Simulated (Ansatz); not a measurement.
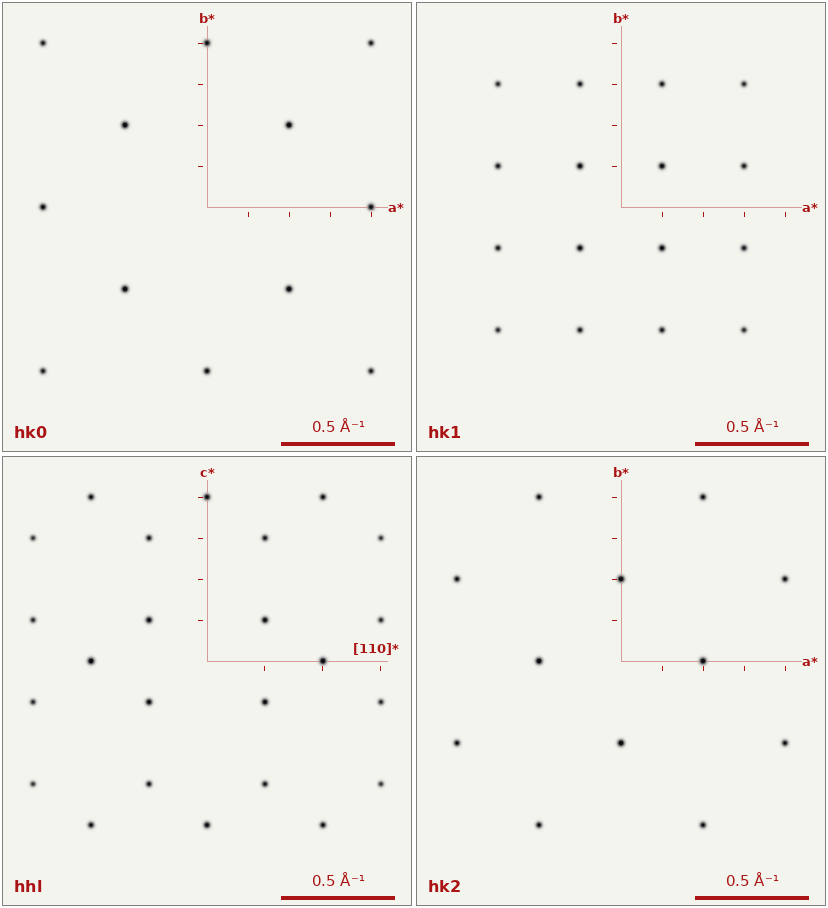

Simulated precession-type sections (X-rays; kinematic intensities, B = 0.5 Å²). The ticks mark integer indices of the conventional cell.

The compound is Ru. Structure: the end point of a relaxation with DFT, revPBE, plane waves (420 eV) with PAW, scalar-relativistic (Ansatz); the starting structure was generated, so it need not be a known form of this composition.

Q: What cell do the layers give?

A: a* = 0.183, b* = 0.183, c* = 0.183 Å⁻¹; the cell is cubic with a = 5.48 Å.

Q: Which reflection conditions do the layers show?

A: Reflections are present only under these conditions. hkl: h + k = 2n, h + l = 2n; hk0: h = 2n, h + k = 4n; hhl: h + l = 2n; h00: h = 4n. The lattice is face-centred (F). Further gaps, such as 2 2 2, 4 4 2, come from atoms on special positions, not from the group's general conditions.

Q: Which space groups fit?

A: The intensities have Laue symmetry m-3m (the hk0 layer shows 4mm, hk1 shows 4mm). With these conditions only Fd-3m (No. 227) fits.
